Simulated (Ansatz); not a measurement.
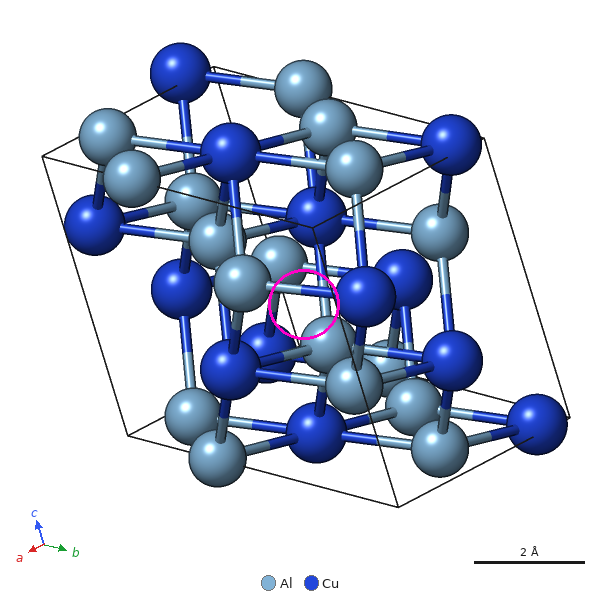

The figure gives a ball-and-stick picture of the atoms, viewed slightly off an axis. The supercell is outlined; an atom on or near a face, edge or corner is repeated at each equivalent position. The host is Al$_{2}$Cu, in a cell of 18 sites, and the cell is neutral. A ring marks the defect's site.

### Describe the defect.

An aluminium vacancy. Around the empty site lie six Al and four Cu at about 2.5 to 2.9 Å.

The atoms were relaxed in the host's cell with DFT PBE, scalar-relativistic, plane waves, PAW in Ansatz.
